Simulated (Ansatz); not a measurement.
Structure of Zr:

```cif
data_structure
_symmetry_space_group_name_H-M 'Fm-3m'
_symmetry_Int_Tables_number 225
_cell_length_a 4.4639
_cell_length_b 4.4639
_cell_length_c 4.4639
_cell_angle_alpha 90.000
_cell_angle_beta 90.000
_cell_angle_gamma 90.000
_cell_volume 88.95
loop_
_atom_site_label
_atom_site_type_symbol
_atom_site_symmetry_multiplicity
_atom_site_Wyckoff_symbol
_atom_site_fract_x
_atom_site_fract_y
_atom_site_fract_z
_atom_site_occupancy
Zr1 Zr 4 a 0.00000 0.00000 0.00000 1
```

Structure used: the input geometry of an electronic-structure calculation (not necessarily at equilibrium); the starting structure was generated, so it need not be a known form of this composition.

**Which powder rings are expected with λ = 0.5594 Å and a flat detector at 190 mm? List the innermost 5, leaving out those under 3 % of the strongest.**

| ring | radius | 2θ (°) | d (Å) | hkl |
| --- | --- | --- | --- | --- |
| 1 | 42.0 mm | 12.46 | 2.58 | 111 |
| 2 | 48.8 mm | 14.40 | 2.23 | 200 |
| 3 | 70.7 mm | 20.42 | 1.578 | 220 |
| 4 | 84.5 mm | 23.99 | 1.346 | 311 |
| 5 | 88.9 mm | 25.07 | 1.289 | 222 |

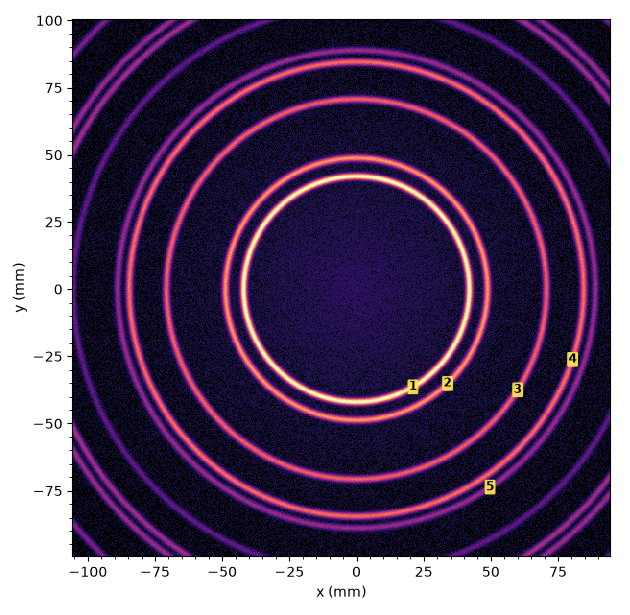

Simulated X-ray powder rings on a flat area detector normal to the beam: λ = 0.5594 Å, sample-to-detector distance 190 mm, axes in mm from the beam centre, for a fine-grained powder without texture. Kinematic intensities with B = 0.8 Å² for all atoms, without absorption; brightness goes as intensity to the power 0.4, clipped at the top, with counting noise. Reflections closer than the ring width show as one ring. The numbers mark the rings of the table.
